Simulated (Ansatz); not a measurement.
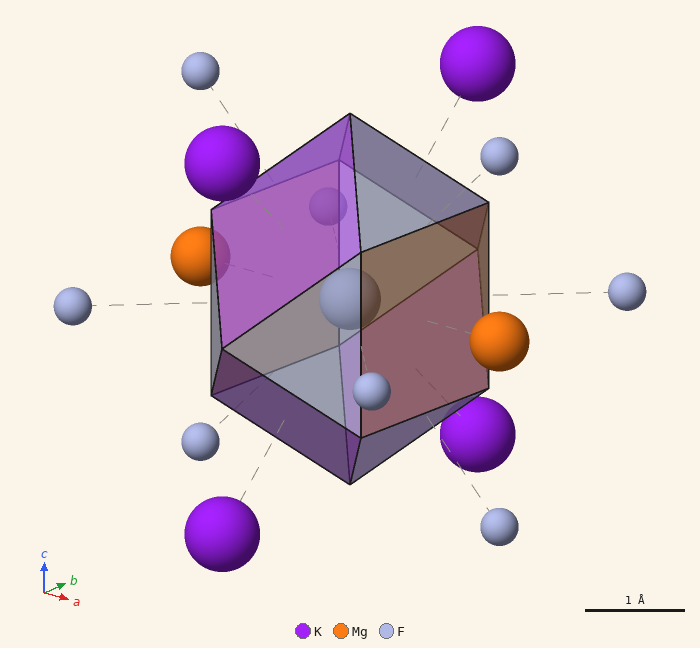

Voronoi cell (the region closer to this atom than to any other), computed from the atomic positions without radii. Central atom: F (3d) in KMgF3; faces take the colour of the neighbour behind them. Source: a calculation's input that goes back to an entry of the Crystallography Open Database (an earlier step may have relaxed or displaced it).

KMgF3, space group Pm-3m (No. 221), a = 3.986 Å, b = 3.986 Å, c = 3.986 Å, α = 90.00°, β = 90.00°, γ = 90.00°

| site | Wyckoff | x | y | z |
| --- | --- | --- | --- | --- |
| K | 1b | 0.5000 | 0.5000 | 0.5000 |
| Mg | 1a | 0.0000 | 0.0000 | 0.0000 |
| F | 3d | 0.5000 | 0.0000 | 0.0000 |

Q: What is the volume of this Voronoi cell?

A: 13.2 Å³, against a mean of 12.7 Å³ per atom in this structure.

Q: Which neighbours share a face with the central atom?

A: 2 Mg (33 % of the solid angle), 8 F (33 % of the solid angle) and 4 K (33 % of the solid angle).
